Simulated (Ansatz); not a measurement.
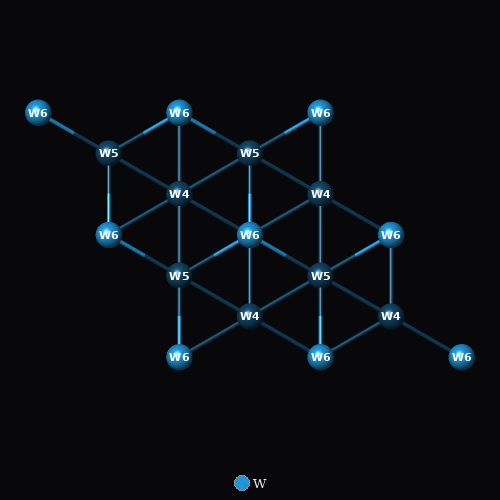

The system is Si on a W(111) slab cut from the Im-3m phase, its upper half relaxed before the scan (6 atoms of substrate and one adsorbate in a 1 × 1 cell); the picture shows it without the atoms that are moved over the map. Si is moved over the surface cell at a fixed height above a rigid substrate; the origin of the map has the adsorbate above W6; the height is held at 3.10 Å. Places are given modulo a cell vector. The map is drawn in real space over the plane of the surface. Grid: 9 × 9 points; 19 points were computed and 62 follow by symmetry. Energies: meV, counted from the lowest grid point. The runs have no spin polarisation, so an open-shell adsorbate far from the surface lies too high. With one adsorbate in each 1 × 1 cell, its nearest image is 4.5 Å away, so neighbouring adsorbates interact. At a fixed height the lowest place need not be the adsorption site. Computed with DFT PBE+D3(BJ), scalar-relativistic, plane waves, PAW in Ansatz 0.2.0. Settings: cutoff 420 eV, k-mesh 6×6×1, gaussian smearing 0.1 eV, no spin polarisation.

Range: position of Si7 along the first surface vector from 0.000 to 0.889; position of Si7 along the second surface vector from 0.000 to 0.889.

**Predict the map.**

The lowest grid point is at the top site over a surface W atom, (0/9, 0/9) of the cell vectors. A higher local minimum lies near a threefold hollow over a second-layer W atom, (3/9, 6/9) of the cell vectors (46 meV above the lowest at that grid point). The highest grid point, a threefold hollow over a third-layer W atom, (6/9, 3/9) of the cell vectors, lies 311 meV above the lowest. On the interpolated surface the easiest way out of the lowest well to the well at a threefold hollow over a second-layer W atom, (3/9, 6/9) of the cell vectors passes a barrier of about 79 meV.

| second ↓, first → | 0/9 | 1/9 | 2/9 | 3/9 | 4/9 | 5/9 | 6/9 | 7/9 | 8/9 |
| --- | --- | --- | --- | --- | --- | --- | --- | --- | --- |
| 8/9 | 4 | 10 | 50 | 108 | 119 | 108 | 50 | 10 | 4 |
| 7/9 | 37 | 50 | 76 | 71 | 71 | 76 | 50 | 37 | 38 |
| 6/9 | 116 | 108 | 71 | 46 | 71 | 108 | 116 | 120 | 120 |
| 5/9 | 180 | 119 | 71 | 71 | 119 | 180 | 220 | 232 | 220 |
| 4/9 | 180 | 108 | 76 | 108 | 180 | 251 | 292 | 292 | 251 |
| 3/9 | 116 | 50 | 50 | 116 | 220 | 292 | 311 | 292 | 220 |
| 2/9 | 37 | 10 | 37 | 120 | 232 | 292 | 292 | 232 | 120 |
| 1/9 | 4 | 4 | 38 | 120 | 220 | 251 | 220 | 120 | 38 |
| 0/9 | 0 | 4 | 37 | 116 | 180 | 180 | 116 | 37 | 4 |

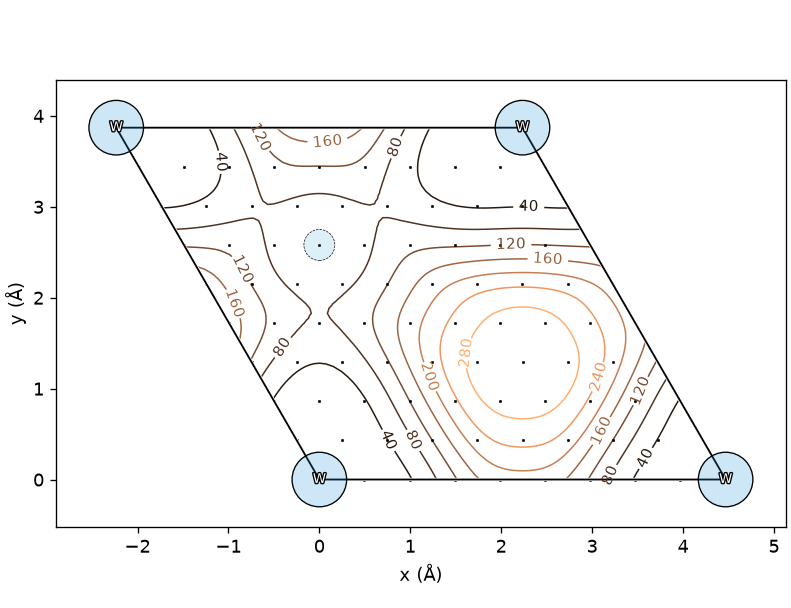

Drawn: contour lines labelled in meV, dots at the grid points, labelled circles for the atoms of the top layer and small ones for the second layer, the outline of one cell of the plane. Between grid points the surface is interpolated.

Each point was launched as `ansatz run input.yaml --threads 1 --pin off --max-ram 3072MiB --backend cpu --events-out ev --progress --plain --runs-dir out`. The whole map (19 points run) took 37 min on 1 thread of Arm Neoverse N1, on a shared host.

PAW datasets: the set soft_1.
